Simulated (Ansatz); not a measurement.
System: Fe, space group Im-3m (No. 229).

Structure:
```
CELL_PARAMETERS angstrom
-1.41579 1.41579 1.41579
1.41579 -1.41579 1.41579
1.41579 1.41579 -1.41579
ATOMIC_POSITIONS crystal
Fe 0.00000 0.00000 0.00000
```

Computed with Ansatz 0.2.0: third-order Birch-Murnaghan fit to density functional energies at scaled volumes of the given relaxed cell, shape and atoms relaxed at each volume; energies count from the fitted minimum; plane waves with PAW datasets, Γ-centred k mesh. Level: PBE, collinear spin. The state reached is ferromagnetic.

- wave cutoff: 420 eV
- k mesh: 20×20×20
- occupations: Gaussian
- smearing width: 0.1 eV

Predict the energy above the minimum, pressure and largest moment against volume. The volume takes the values 9.989, 10.330, 10.670, 11.011, 11.352, 11.692, 12.033, 12.487 Å³/atom.

A third-order Birch–Murnaghan fit gives V0 = 11.34 Å³/atom, B0 = 192 GPa and B′ = 5.5. The energy above the minimum is 127.0 meV/atom at volume 9.989 Å³/atom and 56.8 meV/atom at 12.487 Å³/atom; the lowest computed point is at volume 11.352 Å³/atom (0.6 meV/atom). The pressure falls from 34.10 GPa at volume 9.989 Å³/atom to −14.03 GPa at 12.487 Å³/atom, and changes sign near 11.35 Å³/atom. The largest moment rises from 2.00 μB at volume 9.989 Å³/atom to 2.41 μB at 12.487 Å³/atom.

| volume (Å³/atom) | energy above the minimum (meV/atom) | pressure (GPa) | largest moment (μB) |
| --- | --- | --- | --- |
| 9.989 | 127.0 | 34.10 | 2.00 |
| 10.330 | 66.0 | 23.29 | 2.06 |
| 10.670 | 26.6 | 13.82 | 2.10 |
| 11.011 | 6.2 | 5.97 | 2.14 |
| 11.352 | 0.6 | 0.02 | 2.21 |
| 11.692 | 5.9 | −5.13 | 2.28 |
| 12.033 | 22.0 | −9.75 | 2.32 |
| 12.487 | 56.8 | −14.03 | 2.41 |

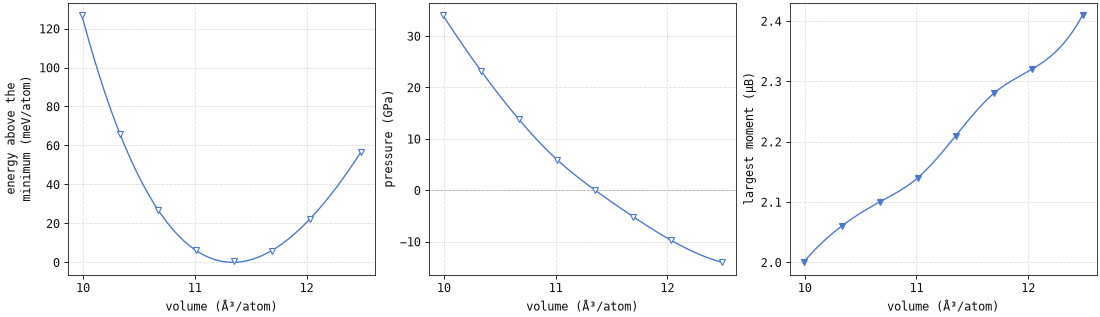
